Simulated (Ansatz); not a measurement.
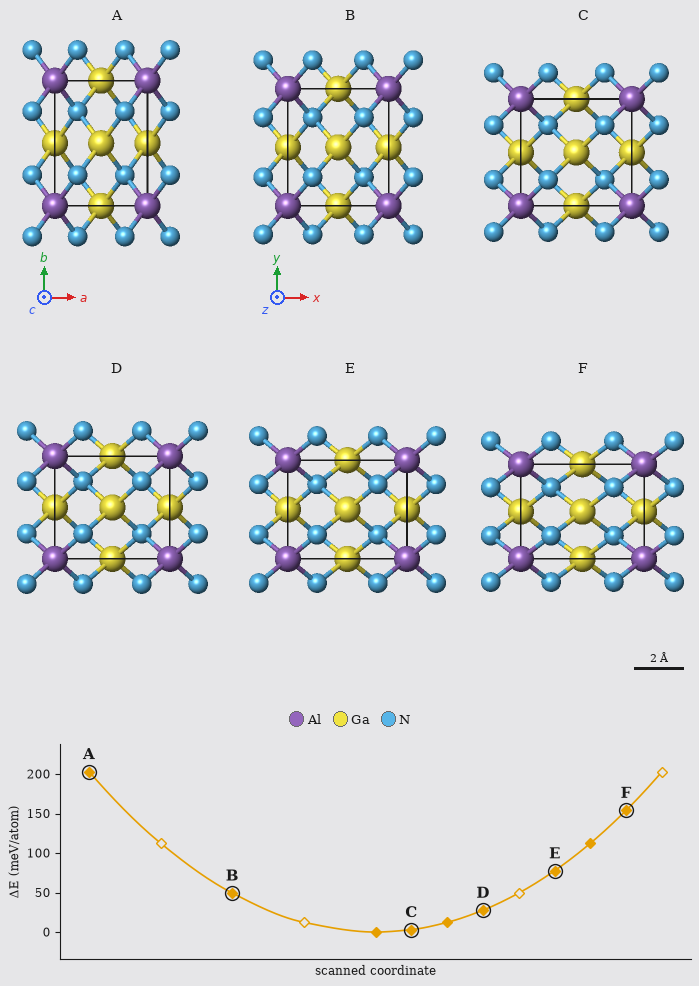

A scan of solid AlGa₃N₄ (P-43m) along one coordinate. x, y and z are the Cartesian axes of the input. Hollow markers are points alike by symmetry, not computed again. The picture is a ball-and-stick view of the cell of the calculation, seen along the c axis.

These are results of DFT PBEsol, scalar-relativistic, plane waves, PAW in Ansatz 0.2.0, not measurements. (plane-wave cutoff 420 eV; k-point mesh 6 × 6 × 6; occupations gaussian; smearing width 0.05 eV; no spin polarisation). Energies (free energies at the smearing named) are counted from the relaxed crystal.

Q: Which coordinate changes from frame to frame?

A: The cell is strained along x and oppositely along y, with the atoms kept at their fractional coordinates. In the frames the strain is −0.15 (A), −0.075 (B), 0.0187 (C), 0.0562 (D), 0.0937 (E), 0.1312 (F). The lowest computed point lies at the strain 0.00 (0.0 meV/atom). The end points stand at 203.1 meV/atom (−0.15) and 203.1 meV/atom (0.15). The distortion takes the space group from P-43m to P222. At the strain −0.15 the cell of the drawing goes a 4.468 → 3.797 Å, b 4.468 → 5.138 Å.
